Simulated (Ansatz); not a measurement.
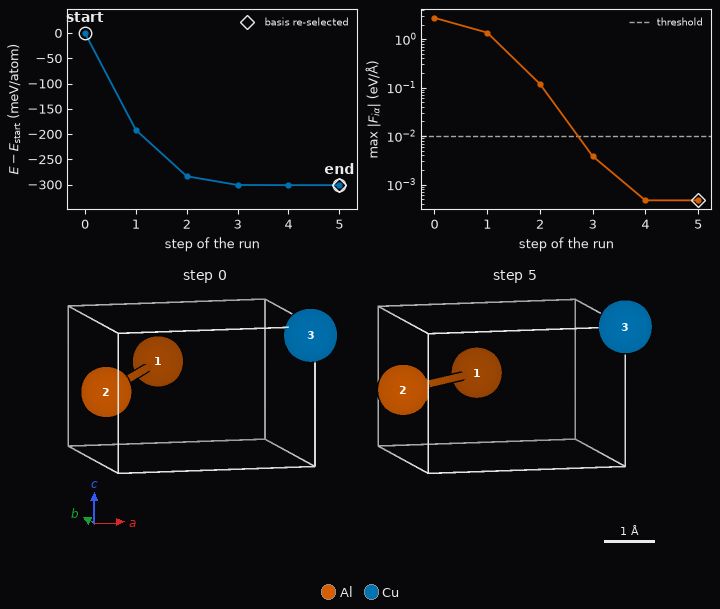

First and last geometry of a relaxation of crystalline Al₂Cu (set up in P1), with the history of the run. Style: ball-and-stick. Shown: the cell of the calculation, slightly off an axis.

Case: all atoms moved at random, sigma 0.15 Å for each component; relaxed back.

All numbers below come from Ansatz 0.2.0, DFT PBEsol, scalar-relativistic, plane waves, PAW. Settings: plane-wave cutoff 420 eV; k-point mesh 8 × 8 × 12; occupations gaussian; smearing width 0.15 eV; no spin polarisation; cell and atoms relaxed; force threshold 0.01 eV/Å; at most 80 steps.

Q: Read the history and describe the run.

A: It converged. The largest move relative to the cell is that of Al1, 0.32 Å roughly along [2 1 −3]. Largest moves by element: Al 0.32 Å, Cu 0.26 Å. The volume changes by +0.1 %, with a = b 4.084 → 4.092 Å (+0.2 %), c 2.846 → 2.839 Å (−0.3 %). Some distances before and after: Al1–Cu3 2.884 → 2.491 Å, Al1–Al2 3.251 → 2.893 Å, Al1–Cu3 (another image) 2.147 → 2.491 Å, Al2–Cu3 2.810 → 2.490 Å. The space group (tolerance 0.01 Å) goes from P1 (No. 1) to P4/mmm (No. 123). After 4 accepted moves (5 points after the start) the energy has fallen by 301 meV per atom. Largest force component: 2.7 eV/Å at the start, 0.00047 eV/Å at the end. Pressure: 9.16 GPa at the start and 0.00 GPa at the end. The SCF was repeated once at an unchanged geometry on a basis and grid sized afresh for the cell, which shifted the energy by less than 0.05 meV per atom at most.
